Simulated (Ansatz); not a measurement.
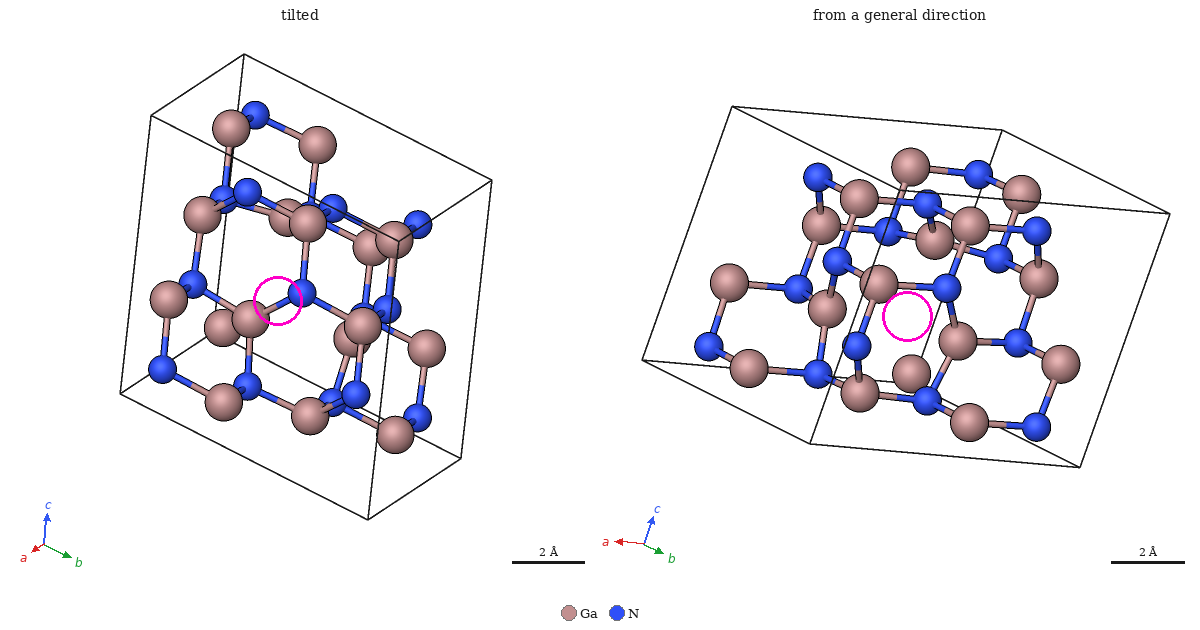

The crystal in a ball-and-stick representation, seen slightly off an axis and from a general direction. The supercell is outlined; an atom on or near a face, edge or corner is repeated at each equivalent position. The host is GaN, in a cell of 32 sites, and the cell carries a charge of +3. A ring marks the defect's site.

**Where does the cell differ from the host, and how?**

A nitrogen vacancy. Around the empty site lie four Ga at about 2.3 to 2.4 Å.

The atoms were relaxed in the host's cell with DFT PBE, scalar-relativistic, plane waves, PAW (Ansatz).
